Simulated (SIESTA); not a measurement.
# A series of single points on Mg

System: Mg (P6₃/mmc, 2 atoms in the cell).
Method: Kohn-Sham DFT of a periodic cell, PBEsol, PseudoDojo 0.4 standard, converted to PSML, no spin polarisation (SIESTA 5.4.2).

The 7 runs differ only in the geometry, by an even scaling of the cell at fixed fractional positions. The structure derives from an entry of the Crystallography Open Database.

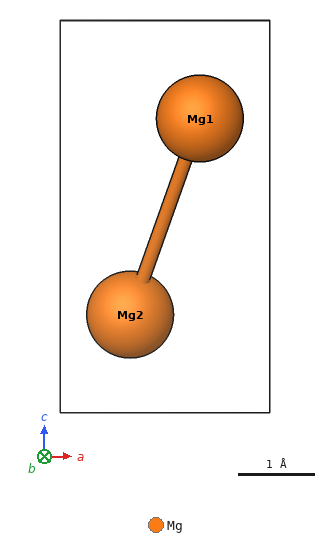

Figure 1. The structure of run 4 (ball-and-stick view of the cell of the calculation, along the b axis; atoms are numbered from 1 in the order of the input). An atom can appear more than once, as a periodic image.

## Input of run 4
```
SystemName                      Magnesium
SystemLabel                     Mg
NumberOfSpecies                 1
NumberOfAtoms                   2
%block ChemicalSpeciesLabel
  1  12 Mg
%endblock ChemicalSpeciesLabel

LatticeConstant                 1.0 Ang
%block LatticeVectors
     3.2093000000     0.0000000000     0.0000000000
    -1.6046500000     2.7793353284     0.0000000000
     0.0000000000     0.0000000000     5.2103000000
%endblock LatticeVectors
AtomicCoordinatesFormat         Fractional
%block AtomicCoordinatesAndAtomicSpecies
     0.6666666667     0.3333333333     0.7500000000  1  Mg
     0.3333333333     0.6666666667     0.2500000000  1  Mg
%endblock AtomicCoordinatesAndAtomicSpecies

%block kgrid.MonkhorstPack
   10   0   0  0.0
    0  10   0  0.0
    0   0   5  0.0
%endblock kgrid.MonkhorstPack
XC.Functional                   GGA
XC.Authors                      PBEsol
PAO.BasisSize                   DZP
PAO.EnergyShift                 0.003 Ry
Mesh.Cutoff                     800 Ry
OccupationFunction              FD
ElectronicTemperature           0.05 eV
MaxSCFIterations                120
SCF.MustConverge                false
SCF.Mixer.Method                Pulay
SCF.Mixer.Weight                0.25
SCF.Mixer.History               8
SCF.DM.Tolerance                5.0e-05
SCF.H.Tolerance                 1.0e-03 eV
WriteForces                     true
Charge.Mulliken                 end
Charge.Hirshfeld                end
Charge.Voronoi                  end
SaveRho                         true
SaveElectrostaticPotential      true
%block PAO.Basis
  Mg 4
  n=2 0 2
    2.604 0.000
  n=3 0 2
    8.229 0.000
  n=2 1 2
    2.943 0.000
  n=3 1 1
    8.229
%endblock PAO.Basis
```

Command:
```bash
siesta Mg.fdf > Mg.out 2>&1
```

Run 3 has the same physical settings and fractional positions; its lattice vectors (Å) are:
```
   3.187760    0.000000    0.000000
  -1.593880    2.760682    0.000000
   0.000000    0.000000    5.175330
```

## Results, with one run withheld

```csv
run,volume per atom (Å³),"free energy per atom, from the lowest run given (meV)",pressure (GPa)
1,21.843,13.00,2.82
2,22.308,6.18,1.90
3,22.772,?,?
4,23.237,0.00,0.28
5,23.702,0.23,−0.43
6,24.167,2.45,−1.09
7,24.631,6.79,−1.69
```

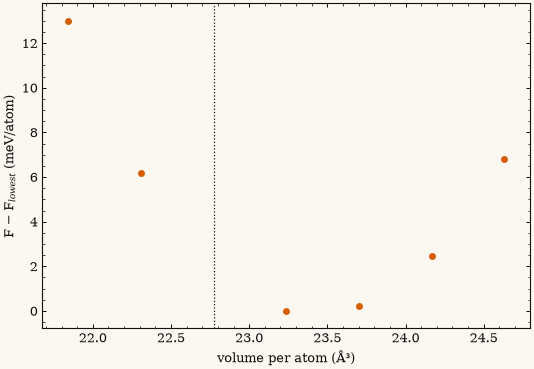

Figure 2. Free energy per atom of the runs given; the dotted line marks run 3.

Fit the runs given and predict run 3.

A cubic polynomial in V^(−2/3) (the Birch–Murnaghan form), fitted to the 6 runs given, misses them by at most 0.07 meV per atom. With x = V^(−2/3) − 0.12265 Å⁻², it reads F = −0.10308 + 387.82 x + 4.0628e+05 x² − 3.2987e+06 x³ (meV per atom). At run 3 it gives 1.93 meV per atom, and the run itself gives 1.92. The slope of the fit gives a pressure −dF/dV of 1.07 GPa there, and the run prints 1.06 GPa. The fit has its minimum at 23.417 Å³ per atom, where V d²F/dV² gives 37.3 GPa. Cell shape and fractional positions are held, so this is the stiffness under even scaling; the relaxed bulk modulus wasn't computed.

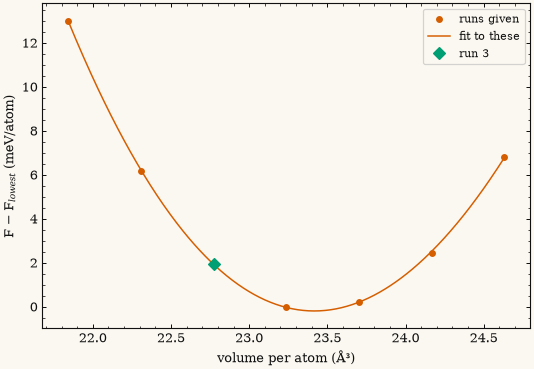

Figure 3. The fit and the withheld run.

## Some lines of the output (run 3)
```
[...]
outcell: Cell volume (Ang**3)        :     45.5449
stepf: Fermi-Dirac step function
siesta: Etot    =     -3226.811150
siesta: FreeEng =     -3226.820898
        iscf     Eharris(eV)        E_KS(eV)     FreeEng(eV)     dDmax    Ef(eV) dHmax(eV)
siesta: E_KS(eV) =            -3226.8635
siesta: E_KS - E_eggbox =     -3226.8635
siesta: Etot    =     -3226.863527
siesta: FreeEng =     -3226.874019
siesta:         Fermi =      -3.672115
siesta: Cell volume =         45.544933 Ang**3
    Orbital volume contribution        =           2.088015 eV
```

Notes: Points of doubt noted for this run: mulliken charges of long orbitals. With a small basis of atomic orbitals these values can differ much from converged plane-wave results.
